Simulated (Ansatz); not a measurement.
Consider LaB6 (slab).

Input file:

```
crystal:
  lattice:
    - [4.1546928046, 0.0, 0.0]
    - [0.0, 4.1546928046, 0.0]
    - [0.0, 0.0, 30.371645833]
  atoms:
    - { symbol: B, position: [0.8001727069, 0.5, 0.2469408488] }
    - { symbol: B, position: [0.1998272931, 0.5, 0.2469408488] }
    - { symbol: B, position: [0.5, 0.8001727069, 0.2469408488] }
    - { symbol: B, position: [0.5, 0.1998272931, 0.2469408488] }
    - { symbol: B, position: [0.5, 0.5, 0.2880030089] }
    - { symbol: La, position: [0.0, 0.0, 0.3153384066] }
    - { symbol: B, position: [0.5, 0.5, 0.3426738043] }
    - { symbol: B, position: [0.8001727069, 0.5, 0.3837359644] }
    - { symbol: B, position: [0.1998272931, 0.5, 0.3837359644] }
    - { symbol: B, position: [0.5, 0.8001727069, 0.3837359644] }
    - { symbol: B, position: [0.5, 0.1998272931, 0.3837359644] }
    - { symbol: B, position: [0.5, 0.5, 0.4247981246] }
    - { symbol: La, position: [0.0, 0.0, 0.4521335222] }
    - { symbol: B, position: [0.5, 0.5, 0.4794689199] }
    - { symbol: B, position: [0.8001727069, 0.5, 0.5205310801] }
    - { symbol: B, position: [0.1998272931, 0.5, 0.5205310801] }
    - { symbol: B, position: [0.5, 0.8001727069, 0.5205310801] }
    - { symbol: B, position: [0.5, 0.1998272931, 0.5205310801] }
    - { symbol: B, position: [0.5, 0.5, 0.5615932402] }
    - { symbol: La, position: [0.0, 0.0, 0.5889286379] }
    - { symbol: B, position: [0.5, 0.5, 0.6162640356] }
    - { symbol: B, position: [0.8001727069, 0.5, 0.6573261957] }
    - { symbol: B, position: [0.1998272931, 0.5, 0.6573261957] }
    - { symbol: B, position: [0.5, 0.8001727069, 0.6573261957] }
    - { symbol: B, position: [0.5, 0.1998272931, 0.6573261957] }
    - { symbol: B, position: [0.5, 0.5, 0.6983883559] }
    - { symbol: La, position: [0.0, 0.0, 0.7257237536] }
    - { symbol: B, position: [0.5, 0.5, 0.7530591512] }
basis:
  ecutwfc: 420
kpoints:
  mp_grid: { grid: [8, 8, 1] }
hamiltonian:
  xc: pbe
scf:
  occupations: { method: gaussian, width: 0.1 }
output:
  forces: true
  eigenvalues: true
  write_density: true
  write_potential: true
  elf: true
  volumetric_format: npy
relax:
  adjacent_minimum: "off"
  f_tol: 0.02
  max_steps: 60
efield:
  axis: 3
  dipole_correction: true
```

Launched as:

```sh
ansatz run input.yaml --threads 4 --pin off --max-ram 10240MiB --backend cpu --events-out ev --progress --plain --runs-dir out
```

The fields are those of the relaxed geometry.

Method: Ansatz, DFT PBE, scalar-relativistic, plane waves, PAW.

Q: Predict the valence pseudo-density and electron localisation function between the atoms.

A: B–B (1.62 Å): ρ at the midpoint is about 1.1 e/Å³; the ELF peaks at about 0.95 between the atoms.
B–B (1.67 Å): ρ is about 1 e/Å³ halfway; the ELF peaks at about 0.95 between the atoms.
La–B (2.98 Å): the density is about 0.18 e/Å³ at the midpoint; the ELF peaks at about 0.55 in the valence shell of B, 0.8 Å from its nucleus, and drops to about 0.10 between the two atoms; no shared electron pair shows on this line.

Q: Does the calculation give a band gap?

A: It is metallic or semimetallic at this level of theory: no gap opens.

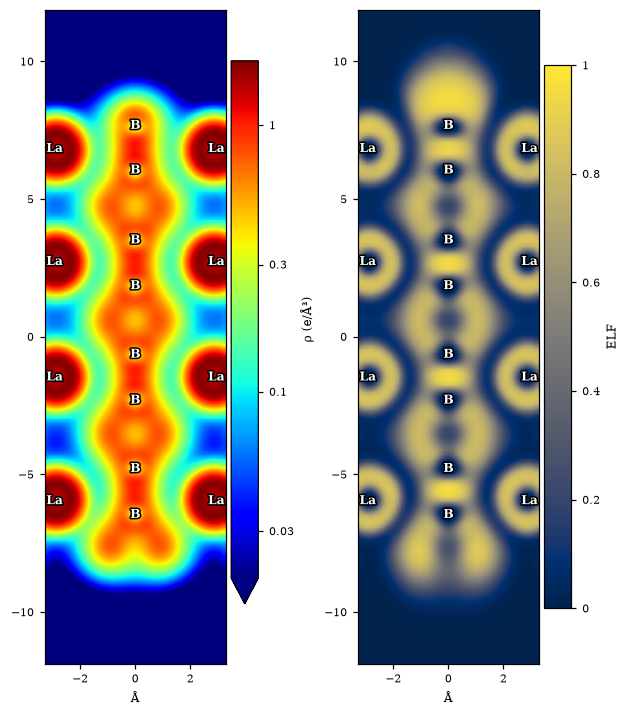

Computed valence pseudo-density and electron localisation function on the (110) plane of the calculation cell, a cut from vacuum to vacuum, in this order. Atoms just off the plane (B, 0.9 Å away) can leave unmarked features too.

The density is the valence pseudo-density of a PAW calculation; it isn't the true density close to the nuclei.
